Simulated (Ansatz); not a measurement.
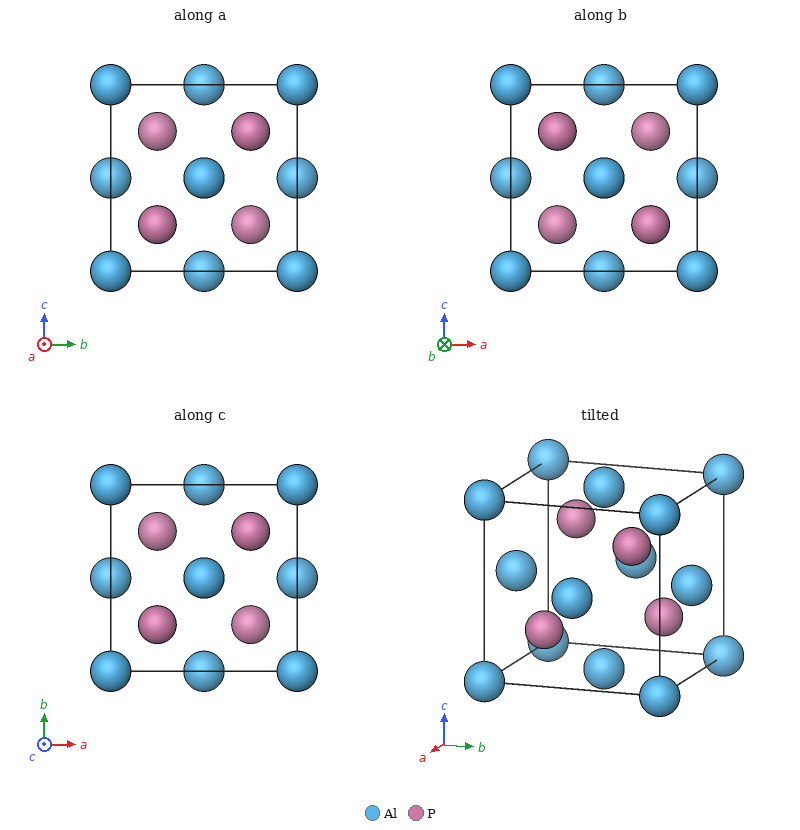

View along the a axis, along the b axis, along the c axis and slightly off an axis, drawn as a spheres-only model. The frame is the conventional unit cell; atoms at its boundary are shown with their periodic copies.

Lattice parameters: a = 5.4742 Å, b = 5.4742 Å, c = 5.4742 Å, α = 90.000°, β = 90.000°, γ = 90.000°.

### Turn the picture into a CIF in P1 with every atom of the cell.

```cif
data_structure
_symmetry_space_group_name_H-M 'P 1'
_symmetry_Int_Tables_number 1
_cell_length_a 5.4742
_cell_length_b 5.4742
_cell_length_c 5.4742
_cell_angle_alpha 90.000
_cell_angle_beta 90.000
_cell_angle_gamma 90.000
_cell_volume 164.04
loop_
_atom_site_label
_atom_site_type_symbol
_atom_site_fract_x
_atom_site_fract_y
_atom_site_fract_z
_atom_site_occupancy
Al1 Al 0.0000 0.0000 0.0000 1
P1 P 0.2500 0.2500 0.7500 1
Al2 Al 0.0000 0.5000 0.5000 1
P2 P 0.2500 0.7500 0.2500 1
Al3 Al 0.5000 0.0000 0.5000 1
P3 P 0.7500 0.2500 0.2500 1
Al4 Al 0.5000 0.5000 0.0000 1
P4 P 0.7500 0.7500 0.7500 1
```

The structure comes from a structure type filled with these elements by a generator (whether the compound takes this form wasn't checked). Earlier steps of the study, as a rule a relaxation of our own, may have changed the cell and positions, so they can lie some per cent off the listed ones. It was run through Ansatz as a DFT input.
